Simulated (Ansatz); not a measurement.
**Mending a single-point calculation on ZnSe**

System: ZnSe (2 atoms in the cell).
Method of run 1: DFT, LDA, plane waves, PAW (Ansatz 0.2.0).

The structure derives from an entry of the Crystallography Open Database. Text and figures count atoms from 1; the logs count them from 0 in places.

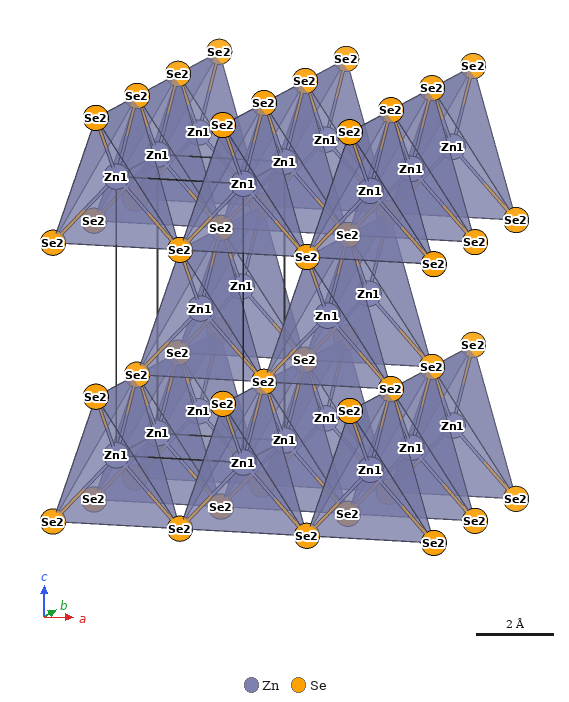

Fig. 1: The structure as given in the input (polyhedral view of the cell 2 times as large as that of the calculation, set on its symmetry axes, repeated 2 × 2 × 1, seen slightly off an axis; polyhedra are completed across the faces of the cell; atoms are numbered from 1 in the order of the input).

### Input, run 1
```yaml
crystal:
  lattice:
    - [0.0, 2.475552321, 3.7133284815]
    - [2.475552321, 0.0, 3.7133284815]
    - [2.475552321, 2.475552321, 0.0]
  atoms:
    - { symbol: Zn, position: [0.0, 0.0, 0.0] }
    - { symbol: Se, position: [0.75, 0.75, 0.75] }
basis:
  ecutwfc: "520 ev"
kpoints:
  mp_grid: { grid: [10, 10, 10] }
hamiltonian:
  xc: lda
scf:
  occupations: { method: gaussian, width: 0.05 }
  max_iter: 80
output:
  forces: true
  eigenvalues: true
  stress: true
```

Command:
```bash
ansatz run input.yaml --threads 1 --pin off --max-ram 2560MiB --backend cpu --events-out ev --progress --plain --runs-dir out
```

Hardware: 1 thread of Arm Neoverse V2, 112 GiB of memory available, shared host.

### Output (run 1)
```
Error: YAML parse error: error: line 10 column 12: unknown unit factor `ev` — a unit is read by its exact case: `eV` is a unit here, `ev` is not
  --> <input>:10:12
   |
 8 |     - { symbol: Se, position: [0.75, 0.75, 0.75] }
 9 | basis:
10 |   ecutwfc: "520 ev"
   |            ^ unknown unit factor `ev` — a unit is read by its exact case: `eV` is a unit here, `ev` is not
11 | kpoints:
12 |   mp_grid: { grid: [10, 10, 10] }
   |
```

> What went wrong, and how is the input to be mended?

The input was spoiled on purpose: a cutoff in the wrong unit (`basis.ecutwfc`). The program refused the input: “YAML parse error: error: line 10 column 12: unknown unit factor `ev` — a unit is read by its exact case: `eV` is a unit here, `ev` is not --> <input>:10:12 | 8 | - { symbol: Se, position: [0.75, 0.75, 0.75] } 9 | basis: 10 | ecutwfc: "520 ev" | ^ unknown unit factor `ev` — a unit is read by its exact case: `eV` is a …”

A run of the same system that converges differs from this input as follows (lines with − go, lines with + come):
```diff
-  ecutwfc: "520 ev"
+  ecutwfc: 420
-  max_iter: 80
```

### Output, shortened to warnings, some set-up lines, iterations and results (run 2)
```
Basis set: ecut = 420 eV, 893 PW (Γ)
Symmetry: 8 space group operations
k-points: 102 of 1000 (time reversal used)
Initial density: superposition of atomic densities (neutral atoms: chi_scale 0, normalization atom), corrected by the library's trained network
[...]
SCF iter   1: F=—  HF=-8629.928636 eV  |F-HF|=—  |Δ(HF+E_count)|=         —  Δρ=4.90e-3  dr2=4.47e-3  ethr=1.77e-3  ⟨swp⟩=6.0  Hψ=9273  notcnv=0
SCF iter   2: F=—  HF=-8629.927669 eV  |F-HF|=—  |Δ(HF+E_count)|=   9.67e-4  Δρ=1.86e-3  dr2=1.02e-3  ethr=1.60e-5  ⟨swp⟩=2.0  Hψ=3513  notcnv=0
SCF iter   3: F=—  HF=-8629.927483 eV  |F-HF|=—  |Δ(HF+E_count)|=   1.86e-4  Δρ=1.49e-3  dr2=5.00e-4  ethr=3.64e-6  ⟨swp⟩=2.0  Hψ=2677  notcnv=0
SCF iter   4: F=—  HF=-8629.927335 eV  |F-HF|=—  |Δ(HF+E_count)|=   1.49e-4  Δρ=1.02e-4  dr2=3.06e-6  ethr=1.79e-6  ⟨swp⟩=2.0  Hψ=2601  notcnv=0
SCF iter   5: F=—  HF=-8629.927335 eV  |F-HF|=—  |Δ(HF+E_count)|=   3.36e-7  Δρ=1.39e-5  dr2=6.71e-8  ethr=1.09e-8  ⟨swp⟩=2.0  Hψ=3096  notcnv=0
SCF iter   6: F=-8629.927335 eV  HF=-8629.927335 eV  |F-HF|=1.91e-9  |Δ(HF+E_count)|=   1.16e-8  Δρ=4.00e-6  dr2=5.86e-9  ethr=2.40e-10  ⟨swp⟩=2.4  Hψ=7061  notcnv=0
SCF 1 converged in 6 iterations: F = -8629.927335 eV  dr2 = 5.86e-9
SCF converged after 6 iterations
Free energy (F): -8629.927335 eV
Harris-Foulkes:  -8629.927335 eV  (|F-HF|=1.91e-9)
Internal energy: -8629.926783 eV  (E = F + TS)
E sigma→0 (E₀):  -8629.927059 eV
Entropy (-TS):   -0.000552 eV (-0.276 meV/atom)
Fermi energy:    7.436572 eV
--- Per-component energies (eV) ---
  E_band       = -389.788775
  E_kinetic    = 249.821910
  E_local      = -4293.790244  (includes V_loc(G=0)·N_el)
  E_nonlocal   = 28.399623
  E_hartree    = 1981.389374
  E_xc         = -237.947701
  E_vxc        = -150.543933  (∫ρ·V_xc dr)
  E_paw        = -3584.257769  (= ΣΔE_a)
  E_vpaw       = -186.453535  (= ΣTr[D̂ρ^β])
  E_aug_tail   = -0.000996  (compensation charges beyond the density's cutoff)
  E_ewald      = -2777.315483
  E_core_change = 3.774504  (= ΣΔE_core)
  E_smearing   = -0.000552  (= −TS)
  E_closure    = 0.000000  (closes the sum)
  Σ components = -8629.927335   (vs F -8629.927335, Δ=0.00e0)
--- Forces (eV/Å), atoms counted from 1 ---
  atom   1  Zn    -0.00000000    -0.00000000     0.00000000
  atom   2  Se     0.00000000    -0.00000000     0.00000000
  max |Σ_I F_I| component: 2.12e-16 eV/Å
--- Stress (GPa, compression-positive) ---
        3.902305       0.000000       0.000000
       -0.000000       3.902305       0.000000
        0.000000       0.000000     -21.540998
  P = ⅓ Tr σ = -4.5788 GPa (-45.788 kbar)
```

### The two runs side by side

| quantity | run 1 | run 2 |
| --- | --- | --- |
| outcome | refused | converged |
| free energy per atom (eV) | – | −4314.9637 |
| gap on the mesh (eV) | – | 0.00 |
| pressure (GPa) | – | −4.58 |
| volume per atom (Å³) | – | 22.76 |
| largest force (eV/Å) | – | 0.000 |
| SCF iterations | – | 6 |
| irreducible k-points | – | 102 |
| plane waves at Γ | – | 893 |
